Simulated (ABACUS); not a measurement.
Run report: La2O3, band-structure run (part 2 of 2)

La2O3 (P-3m1, 5 atoms in the cell); Kohn-Sham DFT of a periodic cell, PBEsol, PseudoDojo NC SR 0.5 PBE stringent, no spin polarisation (ABACUS 3.10.1); cutoff 1510.23 eV, fermi-dirac of 0.05 eV. The structure derives from a Materials Project entry. It belongs to a series of runs on one base structure; here: bands on the converged density.

Geometry of the input (Å; fractional positions):
```
3.9308  0.0000  0.0000
-1.9654  3.4042  0.0000
0.0000  0.0000  6.1120
La 0.3333  0.6667  0.2462
La 0.6667  0.3333  0.7538
O  0.0000  0.0000  0.0000
O  0.3333  0.6667  0.6459
O  0.6667  0.3333  0.3541
```

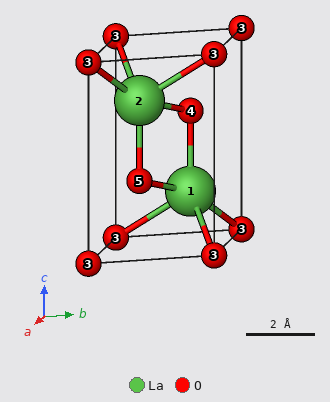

Figure 1. The input geometry (ball-and-stick view of the cell of the calculation, seen slightly off an axis; atoms are numbered from 1 in the order of the input). An atom can appear more than once, as a periodic image.

### The program's output, continued
```
 k(3/57) Iter steps (avg)=58 threshold=1e-07
 k(4/57) Iter steps (avg)=55 threshold=1e-07
 k(5/57) Iter steps (avg)=176 threshold=1e-07
 k(6/57) Iter steps (avg)=122 threshold=1e-07
 k(7/57) Iter steps (avg)=61 threshold=1e-07
 k(8/57) Iter steps (avg)=82 threshold=1e-07
 k(9/57) Iter steps (avg)=59 threshold=1e-07
 k(10/57) Iter steps (avg)=180 threshold=1e-07
 k(11/57) Iter steps (avg)=66 threshold=1e-07
 k(12/57) Iter steps (avg)=67 threshold=1e-07
 k(13/57) Iter steps (avg)=61 threshold=1e-07
 k(14/57) Iter steps (avg)=58 threshold=1e-07
 k(15/57) Iter steps (avg)=64 threshold=1e-07
[... levels at 15 k points of this process ...]

 Density error is 0.00000000000
                          Error Threshold = 1.00000000000e-07
----------------------------------------------------------
     Energy           Rydberg                 eV
----------------------------------------------------------
 E_KohnSham     -240.0792798860      -3266.4461781863
 E_KS(sigma->0) -240.0792798860      -3266.4461781863
 E_Harris       -240.0792798860      -3266.4461781863
 E_band         -0.2823417422        -3.8414564778
 E_one_elec     -24.4922755345       -333.2345042554
 E_Hartree      38.6502024126        525.8629816650
 E_xc           -58.4042989171       -794.6312529679
 E_Ewald        -195.8329078470      -2664.4434026280
 E_entropy(-TS) -0.0000000000        -0.0000000000
 E_descf        0.0000000000         0.0000000000
 E_exx          0.0000000000         0.0000000000
 E_Fermi        0.8169378775         11.1150100457
----------------------------------------------------------

 charge density convergence is achieved
 final etot is -3266.4461782 eV
 EFERMI = 11.115010046 eV

 STATE ENERGY(eV) AND OCCUPATIONS    NSPIN == 1
 1/15 kpoint (Cartesian) = 0.0000 0.0000 0.0000 (10875 pws)
       1       -19.9373      0.0350877
       2       -19.6849      0.0350877
       3       -7.15744      0.0350877
       4       -5.89737      0.0350877
       5       -5.45914      0.0350877
       6       -3.45711      0.0350877
       7       -3.45711      0.0350877
       8       -3.21499      0.0350877
       9       -3.21499      0.0350877
      10       -3.09678      0.0350877
      11       -2.36996      0.0350877
      12        7.31696      0.0350877
      13        7.31696      0.0350877
      14        7.51294      0.0350877
      15        7.51294      0.0350877
      16        7.63583      0.0350877
      17        8.03733      0.0350877
      18        9.34608      0.0350877
      19        9.34608      0.0350877
      20        9.61149      0.0350877
      21        13.9559    7.41079e-27
      22        14.2770    1.20233e-29
      23        14.2770    1.20233e-29
      24        14.8123    2.69648e-34
      25        15.1463    3.38992e-37
      26        15.1463    3.38992e-37
      27        15.1483    3.25252e-37
      28        15.3263    9.25137e-39
      29        15.4148    1.57545e-39
      30        15.4148    1.57545e-39

 2/15 kpoint (Cartesian) = 0.021200 0.012240 0.0000 (10899 pws)
       1       -19.9247      0.0350877
       2       -19.6797      0.0350877
       3       -7.15446      0.0350877
       4       -6.03417      0.0350877
       5       -5.56434      0.0350877
       6       -3.48726      0.0350877
       7       -3.34559      0.0350877
       8       -3.22384      0.0350877
       9       -3.13222      0.0350877
      10       -3.11311      0.0350877
      11       -2.36940      0.0350877
      12        7.35192      0.0350877
      13        7.39292      0.0350877
      14        7.41435      0.0350877
      15        7.56005      0.0350877
      16        7.66353      0.0350877
      17        8.26901      0.0350877
      18        9.23763      0.0350877
      19        9.33888      0.0350877
      20        9.58038      0.0350877
      21        14.0513    1.09837e-27
      22        14.2852    1.02198e-29
      23        14.3333    3.90011e-30
      24        14.8214    2.24675e-34
      25        15.0959    9.28341e-37
      26        15.1295    4.74205e-37
      27        15.2173    8.18602e-38
      28        15.3458    6.26916e-39
      29        15.3902    2.57927e-39
      30        15.3950    2.34111e-39

 3/15 kpoint (Cartesian) = 0.042400 0.024480 0.0000 (10933 pws)
       1       -19.8896      0.0350877
       2       -19.6660      0.0350877
       3       -7.16633      0.0350877
       4       -6.36260      0.0350877
       5       -5.76154      0.0350877
       6       -3.56433      0.0350877
       7       -3.25182      0.0350877
       8       -3.18805      0.0350877
       9       -3.14470      0.0350877
      10       -2.98207      0.0350877
      11       -2.27553      0.0350877
      12        7.20665      0.0350877
      13        7.54756      0.0350877
      14        7.65330      0.0350877
      15        7.73747      0.0350877
      16        7.74694      0.0350877
      17        8.60286      0.0350877
      18        8.98053      0.0350877
      19        9.33320      0.0350877
      20        9.53169      0.0350877
      21        14.0641    8.50069e-28
      22        14.3276    4.37550e-30
      23        14.4803    2.06368e-31
      24        14.9395    2.11936e-35
      25        15.0872    1.10526e-36
      26        15.0872    1.10479e-36
      27        15.2765    2.50651e-38
      28        15.3394    7.12322e-39
      29        15.3489    5.88498e-39
      30        15.3809    3.10244e-39

 4/15 kpoint (Cartesian) = 0.063601 0.036720 0.0000 (10918 pws)
       1       -19.8387      0.0350877
       2       -19.6493      0.0350877
       3       -7.23542      0.0350877
       4       -6.74973      0.0350877
       5       -5.86068      0.0350877
       6       -3.66101      0.0350877
       7       -3.38494      0.0350877
       8       -3.29520      0.0350877
       9       -3.17303      0.0350877
      10       -2.64420      0.0350877
      11       -2.06733      0.0350877
      12        7.19611      0.0350877
      13        7.64880      0.0350877
      14        7.84376      0.0350877
      15        7.98545      0.0350877
      16        8.08403      0.0350877
      17        8.73181      0.0350877
      18        8.83243      0.0350877
      19        9.35450      0.0350877
      20        9.50190      0.0350877
      21        13.8722    3.94706e-26
      22        14.3908    1.23507e-30
      23        14.6663    4.99911e-33
      24        15.0222    4.05654e-36
      25        15.0356    3.10031e-36
      26        15.1273    4.95290e-37
      27        15.2535    3.97051e-38
      28        15.2911    1.87106e-38
      29        15.3394    7.12492e-39
      30        15.3647    4.29692e-39

 5/15 kpoint (Cartesian) = 0.084801 0.048960 0.0000 (10910 pws)
       1       -19.7830      0.0350877
       2       -19.6365      0.0350877
       3       -7.35398      0.0350877
       4       -7.09567      0.0350877
       5       -5.80424      0.0350877
       6       -3.75086      0.0350877
       7       -3.68616      0.0350877
       8       -3.34169      0.0350877
       9       -3.22139      0.0350877
      10       -2.30543      0.0350877
      11       -1.88981      0.0350877
      12        7.29339      0.0350877
      13        7.69539      0.0350877
      14        7.88844      0.0350877
      15        8.22756      0.0350877
      16        8.49816      0.0350877
      17        8.76554      0.0350877
      18        8.91322      0.0350877
      19        9.39039      0.0350877
      20        9.45864      0.0350877
      21        13.6865    1.61948e-24
      22        14.4226    6.54843e-31
      23        14.8387    1.59107e-34
      24        14.9885    7.94593e-36
      25        15.0086    5.31444e-36
      26        15.1486    3.23192e-37
      27        15.2187    7.96585e-38
      28        15.2222    7.41789e-38
      29        15.3428    6.65348e-39
      30        15.3530    5.42227e-39

 6/15 kpoint (Cartesian) = 0.10600 0.061200 0.0000 (10904 pws)
       1       -19.7360      0.0350877
       2       -19.6328      0.0350877
       3       -7.45011      0.0350877
       4       -7.33935      0.0350877
       5       -5.67237      0.0350877
       6       -3.96327      0.0350877
       7       -3.81333      0.0350877
       8       -3.37680      0.0350877
       9       -3.25660      0.0350877
      10       -2.04209      0.0350877
      11       -1.81386      0.0350877
      12        7.42194      0.0350877
      13        7.70677      0.0350877
      14        7.81607      0.0350877
      15        8.39489      0.0350877
      16        8.83960      0.0350877
      17        8.87772      0.0350877
      18        9.06423      0.0350877
      19        9.38110      0.0350877
      20        9.40792      0.0350877
      21        13.5622    1.94622e-23
      22        14.4334    5.26935e-31
      23        14.9549    1.55610e-35
      24        14.9607    1.38604e-35
      25        14.9672    1.21770e-35
      26        15.1458    3.41904e-37
      27        15.1475    3.30590e-37
      28        15.2041    1.06520e-37
      29        15.3398    7.06069e-39
      30        15.3475    6.06056e-39

[... levels at 9 further k points ...]

 --------------------------------------------
 !FINAL_ETOT_IS -3266.446178186295 eV
 --------------------------------------------

 Output bands in file: OUT.La2O3/BANDS_1.dat
```

### Standard output
```
ABACUS v3.10.1

               Atomic-orbital Based Ab-initio Computation at UStc

 dft_functional readin is: pbesol
 dft_functional in pseudopot file is: PBE
 Please make sure this is what you need
 dft_functional readin is: pbesol
 dft_functional in pseudopot file is: PBE
 Please make sure this is what you need

%%%%%%%%%%%%%%%%%%%%%%%%%%%%%%%%%%%%%%%%%%%%%%%%%%%%%%%%%%%%%%%%%%%%%%%%%%%%%%%%%%%%%%%%%%%%%%%%%%%%%%%%%
 Warning: the number of valence electrons in pseudopotential > 3 for La: [Xe] 5d1 6s2
 Pseudopotentials with additional electrons can yield (more) accurate outcomes, but may be less efficient.
 If you're confident that your chosen pseudopotential is appropriate, you can safely ignore this warning.
%%%%%%%%%%%%%%%%%%%%%%%%%%%%%%%%%%%%%%%%%%%%%%%%%%%%%%%%%%%%%%%%%%%%%%%%%%%%%%%%%%%%%%%%%%%%%%%%%%%%%%%%%

 UNIFORM GRID DIM        : 50 * 50 * 80
 UNIFORM GRID DIM(BIG)   : 50 * 50 * 80
 ---------------------------------------------------------
 ---------------------------------------------------------
 SPIN    KPOINTS         PROCESSORS  THREADS
 1       57              4           4
 ---------------------------------------------------------
 Use plane wave basis
 ---------------------------------------------------------
 ELEMENT NATOM       XC
 La      2
 O       3
 ---------------------------------------------------------
 Initial plane wave basis and FFT box
 ---------------------------------------------------------
 -------------------------------------------
 NONSELF-CONSISTENT :
 -------------------------------------------
 START CHARGE      : file
 ITER       ETOT/eV          EDIFF/eV         DRHO     TIME/s
 DA1     -3.26644618e+03   0.00000000e+00   0.0000e+00  73.92
```

### Key numbers

```json
{"quantity": "outcome", "value": "converged"}
{"quantity": "space group (tolerance 0.01 Å)", "value": "P-3m1 (164)"}
{"quantity": "electrons treated", "value": "40"}
{"quantity": "Fermi energy", "value": "11.115 eV"}
{"quantity": "gap on the band path", "value": "3.76 eV"}
{"quantity": "hardware", "value": "4 threads of Intel Xeon (Granite Rapids), 32 GiB of memory available, shared host"}
{"quantity": "wall time", "value": "75 s (CPU time 5 min)"}
{"quantity": "peak memory", "value": "1 GiB"}
```
